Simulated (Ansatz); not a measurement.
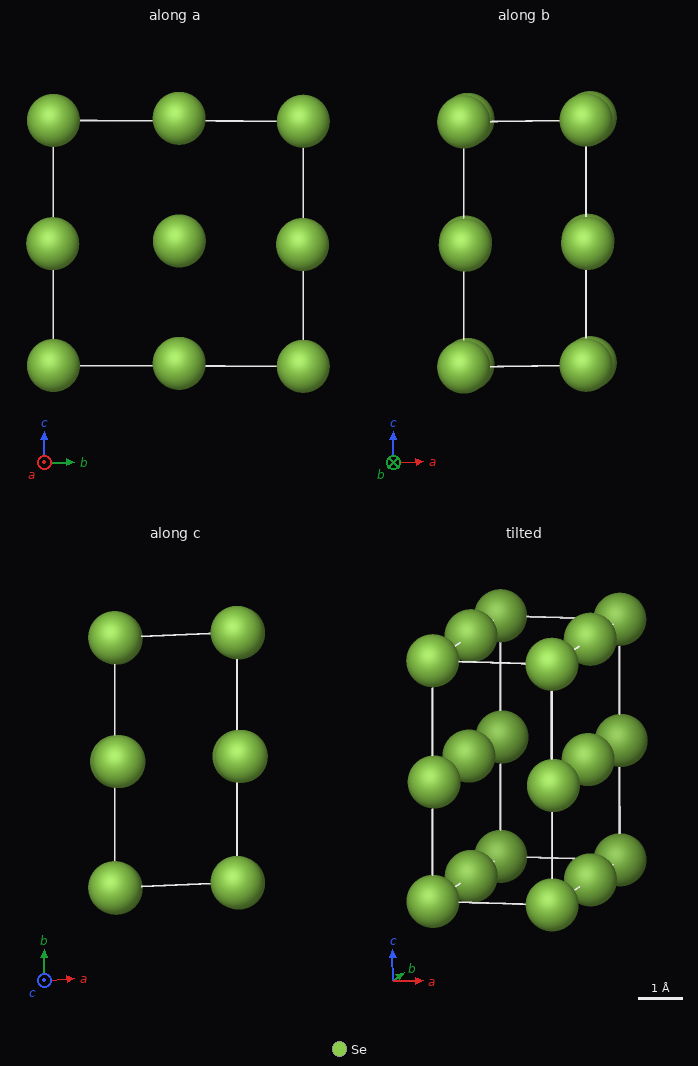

Shown here is a spheres-only view of the crystal, taken along the a axis, along the b axis, along the c axis and slightly off an axis. Thin lines show the unit cell, with boundary atoms drawn in all their periodic places.

Lattice parameters: a = 2.7854 Å, b = 5.6862 Å, c = 5.5729 Å, α = 90.159°, β = 89.169°, γ = 87.554°.

**Convert the drawing into a CIF in P1 with every atom of the cell, with free fractional coordinates to two decimals.**

```cif
data_structure
_symmetry_space_group_name_H-M 'P 1'
_symmetry_Int_Tables_number 1
_cell_length_a 2.7854
_cell_length_b 5.6862
_cell_length_c 5.5729
_cell_angle_alpha 90.159
_cell_angle_beta 89.169
_cell_angle_gamma 87.554
_cell_volume 88.18
loop_
_atom_site_label
_atom_site_type_symbol
_atom_site_fract_x
_atom_site_fract_y
_atom_site_fract_z
_atom_site_occupancy
Se1 Se 0.00 0.00 0.00 1
Se2 Se 0.03 0.50 0.01 1
Se3 Se 0.01 0.00 0.50 1
Se4 Se 0.02 0.50 0.51 1
```

The model was built from a random cell made by a generator, so it need not be a real form of the element. Earlier steps of the study, as a rule a relaxation of our own, may have changed the cell and positions, so they can lie some per cent off the listed ones. It was set up as input for a calculation with Ansatz.
